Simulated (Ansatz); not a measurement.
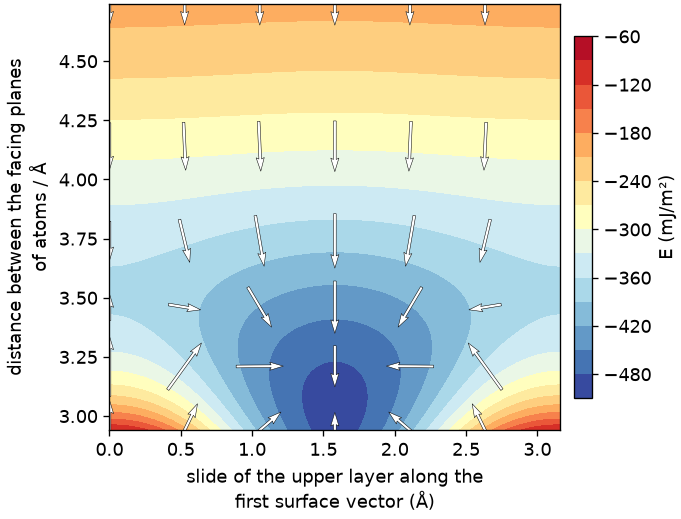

Energy landscape of a bilayer of two WS₂ sheets (1H type) (6 atoms in the cell). The upper layer of a bilayer is slid along a line and lifted, both layers rigid. The first coordinate is: slide of the upper layer along the first surface vector, from S4 above S3; the second: distance between the facing planes of atoms. The scan uses a 6 × 6 grid; 24 points were computed and 12 follow by symmetry. Points are written as (first, second). All energies are given in mJ/m² relative to the two layers apart. Method: DFT PBE+D3(BJ), scalar-relativistic, plane waves, PAW (Ansatz 0.2.0). Settings: cutoff 420 eV, k-mesh 9×9×1, gaussian smearing 0.05 eV, no spin polarisation.

Drawn: filled contours, arrows along the force (downhill), their lengths compressed. Between grid points the surface is interpolated. 

**What does the map say about the system?**

The lowest grid point is at (1.58 Å, 2.94 Å), −491 mJ/m² from the two layers apart. No other kind of well shows on this grid. The highest grid point, (0.00 Å, 2.94 Å), lies 402 mJ/m² above the lowest. On the interpolated surface the easiest way out of the lowest well to its copy in the next cell or period passes a barrier of about 130 mJ/m².

The whole map (24 points run) took 11 min on 1 thread of Arm Neoverse V1, with other jobs on the host.

PAW datasets: the set soft_1.
